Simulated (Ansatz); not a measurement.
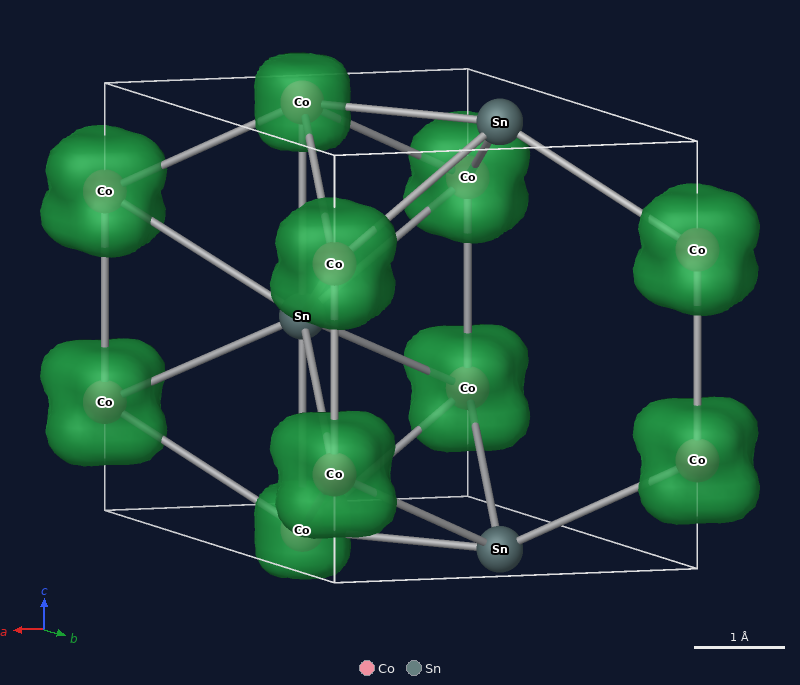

Co3Sn2. Isosurface of the spin density at +0.1 e/Å³ (green), seen at an oblique angle. Sticks mark near contacts.

Space group P-6m2; a structure from a database of computed crystals, not necessarily the ambient phase; spin-polarised.

The calculation used DFT LDA, scalar-relativistic, plane waves, PAW in Ansatz 0.2.0.

The density is the valence pseudo-density of a PAW calculation; it isn't the true density close to the nuclei.

Describe the spin distribution.

Answer. The spin density sits on Co: +0.8 μB (×2) and +0.3 μB in one cell of 5 atoms: parallel main moments (a ferromagnetic arrangement) in this solution. The cell of the calculation (5 atoms) carries 1.9 μB of net spin moment.
